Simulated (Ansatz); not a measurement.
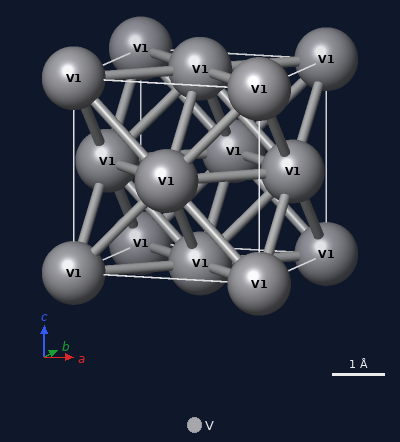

Figure 1. The structure as given in the input (ball-and-stick view of the cell 4 times as large as that of the calculation, set on its symmetry axes, seen slightly off an axis; atoms are numbered from 1 in the order of the input). Near neighbours in the crystal (not all of them lie inside the picture): V has 12 V at 2.70 Å.

# From V to Si

System: V (Fm-3m, 1 atom in the cell).
Method of run 1: DFT PBE, scalar-relativistic, plane waves, PAW, no spin polarisation (Ansatz 0.2.0).
System of run 2: Si (Fm-3m, 1 atom in the cell).

On run 1: The structure was made by swapping elements on the sites of another compound; it need not be a known phase. On run 2: The structure was made by swapping elements on the sites of another compound; it need not be a known phase. It belongs to a series of runs on one base structure; here: Al -> Si on all its sites, cell and atoms relaxed. Text and figures count atoms from 1; the logs count them from 0 in places.

**The input, run 1**
```yaml
crystal:
  lattice:
    - [0.0, 1.9107965439, 1.9107965439]
    - [1.9107965439, 0.0, 1.9107965439]
    - [1.9107965439, 1.9107965439, 0.0]
  atoms:
    - { symbol: V, position: [0.0, 0.0, 0.0] }
basis:
  ecutwfc: 420
kpoints:
  mp_grid: { grid: [18, 18, 18] }
hamiltonian:
  xc: pbe
scf:
  occupations: { method: gaussian, width: 0.1 }
output:
  forces: true
  stress: true
  eigenvalues: true
relax:
  adjacent_minimum: "off"
  f_tol: 0.01
  max_steps: 60
  cell: { stress_tol: 0.1 }
```

Command:
```bash
ansatz run input.yaml --threads 1 --pin off --max-ram 2560MiB --backend cpu --events-out ev --progress --plain --runs-dir out
```

Hardware: 1 thread of AMD EPYC (Zen 3), 32 GiB of memory available, shared host.

**Output, shortened to warnings, some set-up lines, iterations and results (run 1)**
```
Basis set: ecut = 420 eV, 283 PW (Γ), exchange–correlation on 40×40×40 points (8 copies of the dense FFT grid, shifted against one another)
Symmetry: 48 space group operations
k-points: 195 of 5832
Initial density: superposition of atomic densities (neutral atoms: chi_scale 0, normalization atom), corrected by the library's trained network
[...]
SCF iter   1: F=—  HF=-2912.171602 eV  |F-HF|=—  |Δ(HF+E_count)|=         —  Δρ=1.92e-3  dr2=3.01e-4  ethr=1.77e-3  ⟨swp⟩=4.0  Hψ=10695  notcnv=0
SCF iter   2: F=—  HF=-2912.171584 eV  |F-HF|=—  |Δ(HF+E_count)|=   1.84e-5  Δρ=1.02e-3  dr2=5.58e-5  ethr=2.32e-6  ⟨swp⟩=2.1  Hψ=4710  notcnv=0
SCF iter   3: F=—  HF=-2912.171601 eV  |F-HF|=—  |Δ(HF+E_count)|=   1.73e-5  Δρ=5.08e-4  dr2=1.20e-5  ethr=4.29e-7  ⟨swp⟩=3.0  Hψ=3408  notcnv=0
SCF iter   4: F=—  HF=-2912.171620 eV  |F-HF|=—  |Δ(HF+E_count)|=   1.93e-5  Δρ=1.44e-4  dr2=8.53e-7  ethr=9.21e-8  ⟨swp⟩=1.8  Hψ=2511  notcnv=0
SCF iter   5: F=-2912.171622 eV  HF=-2912.171622 eV  |F-HF|=4.09e-8  |Δ(HF+E_count)|=   1.79e-6  Δρ=2.42e-5  dr2=2.82e-8  ethr=6.56e-9  ⟨swp⟩=2.1  Hψ=2552  notcnv=0
[... 16 lines ...]
SCF iter   3: F=—  HF=-2912.171746 eV  |F-HF|=—  |Δ(HF+E_count)|=   6.73e-9  Δρ=5.27e-6  dr2=3.11e-9  ethr=1.78e-11  ⟨swp⟩=2.0  Hψ=3246  notcnv=0
SCF iter   4: F=—  HF=-2912.171746 eV  |F-HF|=—  |Δ(HF+E_count)|=   1.02e-9  Δρ=6.58e-7  dr2=4.72e-11  ethr=1.78e-11  ⟨swp⟩=2.4  Hψ=3209  notcnv=0
SCF iter   5: F=-2912.171746 eV  HF=-2912.171746 eV  |F-HF|=4.55e-13  |Δ(HF+E_count)|=  1.50e-11  Δρ=5.75e-8  dr2=2.74e-13  ethr=1.00e-12  ⟨swp⟩=3.3  Hψ=5463  notcnv=0
SCF 4 converged in 5 iterations: F = -2912.171746 eV  dr2 = 2.74e-13
relax step   4: F+E_penalty+E_count = -2912.17174640 eV  Δ(F+E_penalty+E_count) = +2.563e-5 eV  max|allowed force component| = 0.000e0 eV/Å  Δτ_max = 0.0000 Å  P = -0.002 GPa …
basis re-selected at this cell: Δ(F+E_penalty+E_count) = +2.563e-5 eV, ΔP = -0.000 GPa vs the last step (what re-selecting the basis moved, of the pressure what is left beyond the Pulay correction that the steps carried, after the strain that the cell walked since its last selection, with what the …
SCF converged after 5 iterations
Free energy (F): -2912.171746 eV
Harris-Foulkes:  -2912.171746 eV  (|F-HF|=4.55e-13)
Internal energy: -2912.162688 eV  (E = F + TS)
E sigma→0 (E₀):  -2912.167217 eV
Entropy (-TS):   -0.009058 eV (-9.058 meV/atom)
Fermi energy:    16.242838 eV
--- Per-component energies (eV) ---
  E_band       = -152.217781
  E_kinetic    = 335.553735
  E_local      = -915.340707  (includes V_loc(G=0)·N_el)
  E_nonlocal   = -45.821992
  E_hartree    = 417.798780
  E_xc         = -130.254656
  E_vxc        = -165.106331  (∫ρ·V_xc dr)
  E_paw        = -1112.362274  (= ΣΔE_a)
  E_vpaw       = -197.100346  (= ΣTr[D̂ρ^β])
  E_aug_tail   = 0.000279  (compensation charges beyond the density's cutoff)
  E_ewald      = -1461.735853
  E_smearing   = -0.009058  (= −TS)
  E_closure    = 0.000000  (closes the sum)
  Σ components = -2912.171746   (vs F -2912.171746, Δ=0.00e0)
--- Forces (eV/Å), atoms counted from 1 ---
  atom   1  V     -0.00000000     0.00000000     0.00000000
  max |Σ_I F_I| component: 8.22e-32 eV/Å
--- Stress (GPa, compression-positive) ---
       -0.001624       0.000000      -0.000000
        0.000000      -0.001624      -0.000000
       -0.000000       0.000000      -0.001624
  P = ⅓ Tr σ = -0.0016 GPa (-0.016 kbar)
--- Relaxed structure (3 steps of the walk, 3 accepted, 1 SCFs on fresh bases) ---
  F+E_penalty+E_count = -2912.17174640 eV   max|allowed force component| = 0.000e0 eV/Å   (the final SCF, on the basis selected at the relaxed cell)
  cell:  # Å, volume = 13.8975 Å³
    - [1.4738761681090565e-34, 1.9082527158641573, 1.9082527158641573]
    - [1.9082527158641573, -5.47354417596206e-36, 1.9082527158641573]
    - [1.9082527158641573, 1.9082527158641573, -2.547686016447795e-35]
  atoms:
    - { symbol: V, position: [0.0, 0.0, 0.0] }
```

For run 2 the input was changed thus:
```diff
-    - [0.0, 1.9107965439, 1.9107965439]
-    - [1.9107965439, 0.0, 1.9107965439]
-    - [1.9107965439, 1.9107965439, 0.0]
+    - [0.0, 1.9093011028, 1.9093011028]
+    - [1.9093011028, 0.0, 1.9093011028]
+    - [1.9093011028, 1.9093011028, 0.0]
-    - { symbol: V, position: [0.0, 0.0, 0.0] }
+    - { symbol: Si, position: [0.0, 0.0, 0.0] }
```

What does this change do to the results?

The total energies belong to different systems, so their difference says nothing on which is more stable or more accurate. The volume per atom goes from 13.90 to 14.53 Å³. The SCF takes 15 iterations over all geometry steps against 18.

**Output, shortened to warnings, some set-up lines, iterations and results (run 2)**
```
Basis set: ecut = 420 eV, 283 PW (Γ), exchange–correlation on 40×40×40 points (8 copies of the dense FFT grid, shifted against one another)
Symmetry: 48 space group operations
k-points: 195 of 5832
Initial density: superposition of atomic densities (neutral atoms: chi_scale 0, normalization atom), corrected by the library's trained network
[...]
SCF iter   1: F=—  HF=-635.271997 eV  |F-HF|=—  |Δ(HF+E_count)|=         —  Δρ=1.58e-3  dr2=1.86e-4  ethr=1.77e-3  ⟨swp⟩=5.0  Hψ=10894  notcnv=0
SCF iter   2: F=—  HF=-635.272069 eV  |F-HF|=—  |Δ(HF+E_count)|=   7.24e-5  Δρ=7.88e-4  dr2=4.54e-5  ethr=4.65e-6  ⟨swp⟩=1.9  Hψ=2912  notcnv=0
SCF iter   3: F=—  HF=-635.272099 eV  |F-HF|=—  |Δ(HF+E_count)|=   3.01e-5  Δρ=6.25e-5  dr2=5.58e-7  ethr=1.13e-6  ⟨swp⟩=2.0  Hψ=1483  notcnv=0
SCF iter   4: F=-635.272099 eV  HF=-635.272099 eV  |F-HF|=3.19e-8  |Δ(HF+E_count)|=   2.27e-7  Δρ=2.55e-5  dr2=8.00e-8  ethr=1.39e-8  ⟨swp⟩=1.0  Hψ=1116  notcnv=0
SCF iter   5: F=-635.272099 eV  HF=-635.272099 eV  |F-HF|=6.12e-10  |Δ(HF+E_count)|=   2.43e-8  Δρ=3.28e-6  dr2=1.49e-9  ethr=2.00e-9  ⟨swp⟩=2.0  Hψ=1496  notcnv=0
[... 13 lines ...]
SCF iter   1: F=—  HF=-635.279787 eV  |F-HF|=—  |Δ(HF+E_count)|=         —  Δρ=3.35e-5  dr2=1.58e-8  ethr=5.15e-8  ⟨swp⟩=3.1  Hψ=14535  notcnv=0
SCF iter   2: F=—  HF=-635.279790 eV  |F-HF|=—  |Δ(HF+E_count)|=   3.63e-6  Δρ=1.69e-5  dr2=3.89e-9  ethr=3.94e-10  ⟨swp⟩=1.9  Hψ=1466  notcnv=0
SCF iter   3: F=-635.279790 eV  HF=-635.279790 eV  |F-HF|=5.80e-12  |Δ(HF+E_count)|=   4.33e-8  Δρ=3.01e-7  dr2=2.35e-12  ethr=1.00e-12  ⟨swp⟩=3.0  Hψ=4073  notcnv=0
SCF 4 converged in 3 iterations: F = -635.279790 eV  dr2 = 2.35e-12
relax step   4: F+E_penalty+E_count = -635.27979045 eV  Δ(F+E_penalty+E_count) = -1.599e-4 eV  max|allowed force component| = 0.000e0 eV/Å  Δτ_max = 0.0000 Å  P = +0.081 GPa  …
basis re-selected at this cell: Δ(F+E_penalty+E_count) = -1.599e-4 eV, ΔP = +0.019 GPa vs the last step (what re-selecting the basis moved, of the pressure what is left beyond the Pulay correction that the steps carried, after the strain that the cell walked since its last selection, with what the …
SCF converged after 3 iterations
Free energy (F): -635.279790 eV
Harris-Foulkes:  -635.279790 eV  (|F-HF|=5.80e-12)
Internal energy: -635.277967 eV  (E = F + TS)
E sigma→0 (E₀):  -635.278879 eV
Entropy (-TS):   -0.001823 eV (-1.823 meV/atom)
Fermi energy:    10.730401 eV
--- Per-component energies (eV) ---
  E_band       = 19.942128
  E_kinetic    = 40.894879
  E_local      = 2.478824  (includes V_loc(G=0)·N_el)
  E_nonlocal   = 25.394647
  E_hartree    = 0.428072
  E_xc         = -56.046887
  E_vxc        = -47.855322  (∫ρ·V_xc dr)
  E_paw        = -512.072060  (= ΣΔE_a)
  E_vpaw       = -1.827050  (= ΣTr[D̂ρ^β])
  E_aug_tail   = 0.000008  (compensation charges beyond the density's cutoff)
  E_ewald      = -136.355451
  E_smearing   = -0.001823  (= −TS)
  E_closure    = 0.000000  (closes the sum)
  Σ components = -635.279790   (vs F -635.279790, Δ=0.00e0)
--- Forces (eV/Å), atoms counted from 1 ---
  atom   1  Si     0.00000000     0.00000000    -0.00000000
  max |Σ_I F_I| component: 1.95e-32 eV/Å
--- Stress (GPa, compression-positive) ---
        0.081366       0.000000      -0.000000
        0.000000       0.081366       0.000000
        0.000000       0.000000       0.081366
  P = ⅓ Tr σ = 0.0814 GPa (0.814 kbar)
--- Relaxed structure (3 steps of the walk, 3 accepted, 1 SCFs on fresh bases) ---
  F+E_penalty+E_count = -635.27979045 eV   max|allowed force component| = 0.000e0 eV/Å   (the final SCF, on the basis selected at the relaxed cell)
  cell:  # Å, volume = 14.5287 Å³
    - [-4.076297626316472e-34, 1.9367143210499487, 1.9367143210499487]
    - [1.9367143210499487, -8.152595252632945e-34, 1.9367143210499487]
    - [1.9367143210499487, 1.9367143210499487, -4.076297626316472e-34]
  atoms:
    - { symbol: Si, position: [0.0, 0.0, 0.0] }
```

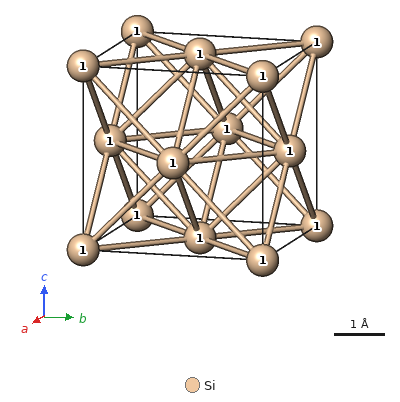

Figure 2. The input structure of run 2 (ball-and-stick view of the cell 4 times as large as that of the calculation, set on its symmetry axes, seen slightly off an axis; atoms are numbered from 1 in the order of the input).

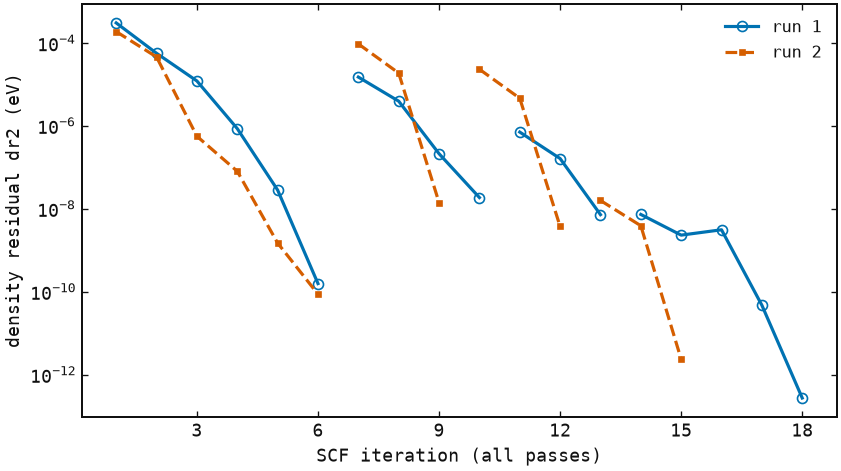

Figure 3. Convergence of the two runs: density residual dr2 against the SCF iteration. A break in a curve parts two SCF passes. Run 1 takes 18 iterations in all, and run 2 takes 15.

**The two runs side by side**

| quantity | run 1 | run 2 |
| --- | --- | --- |
| outcome | converged | converged |
| free energy per atom (eV) | −2912.1717 | −635.2798 |
| energy per atom, smearing taken to zero (eV) | −2912.1672 | −635.2789 |
| gap on the mesh (eV) | 0.00 | 0.00 |
| pressure (GPa) | 0.00 | 0.08 |
| volume per atom (Å³) | 13.90 | 14.53 |
| largest force (eV/Å) | 0.000 | 0.000 |
| SCF iterations | 18 | 15 |
| irreducible k-points | 195 | 195 |
| wall time (shared host) | 8.7 s | 7.4 s |

For run 1: The run has no spin polarisation, so a magnetic state may lie lower.
